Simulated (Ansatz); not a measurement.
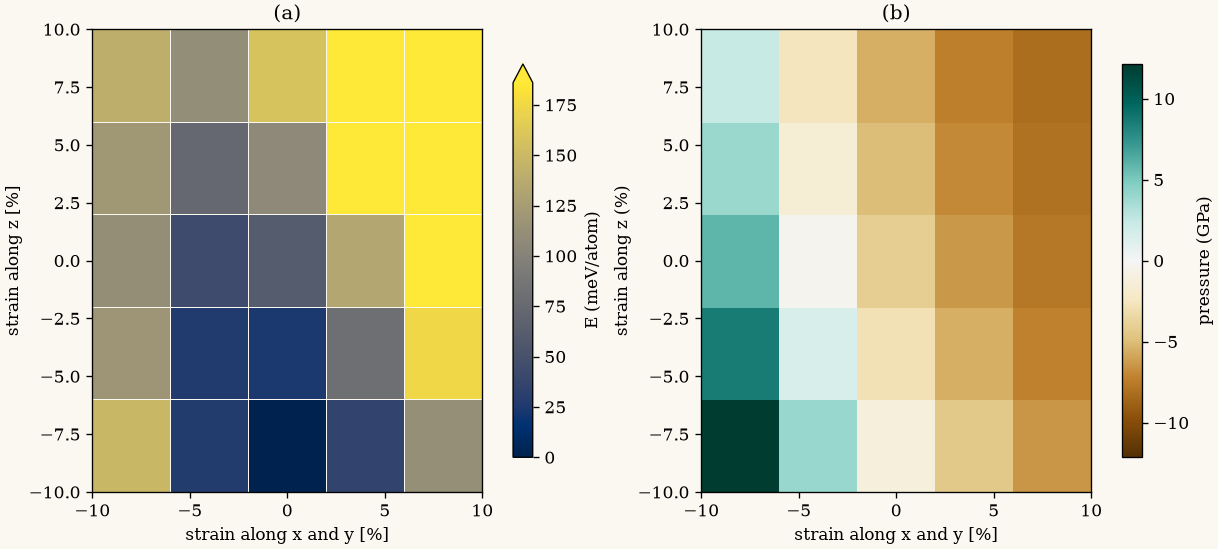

Sn (I4/mmm, No. 139; 1 atom in the cell). The cell is strained homogeneously, by one strain along x and y and another along z, with fractional coordinates fixed (x along [1 0 0], z along [0 0 1] of the conventional cell). Coordinates scanned: (1) strain along x and y; (2) strain along z. The grid has 5 × 5 points. Energies: meV/atom, counted from the lowest grid point. The reference cell is the one listed in the database, not relaxed at this level. The calculation used DFT PBEsol, scalar-relativistic, plane waves, PAW in Ansatz. Settings: cutoff 420 eV, k-mesh 20×20×20, gaussian smearing 0.15 eV, no spin polarisation.

Panel (a) is the energy and panel (b) the computed pressure on the same grid.

The picture shows one coloured cell a grid point, one colour for all values above the top of the scale.

Question: How does the pressure vary over the map, and what is it at the lowest grid point?

Answer: It runs from −8.2 GPa at strain along x and y = 8 %, strain along z = 8 % to 12.1 GPa at strain along x and y = −8 %, strain along z = −8 %. At the lowest grid point, strain along x and y = 0 %, strain along z = −8 %, it is −1.2 GPa. That point lies on the edge of the scan.

| strain along z ↓, strain along x and y → | −8 | −4 | 0 | 4 | 8 |
| --- | --- | --- | --- | --- | --- |
| 8 | 2.4 | −2.6 | −5.6 | −7.3 | −8.2 |
| 4 | 3.9 | −1.6 | −5.0 | −7.0 | −8.1 |
| 0 | 5.9 | −0.3 | −4.1 | −6.4 | −7.7 |
| −4 | 8.6 | 1.6 | −2.9 | −5.6 | −7.2 |
| −8 | 12.1 | 4.1 | −1.2 | −4.5 | −6.5 |
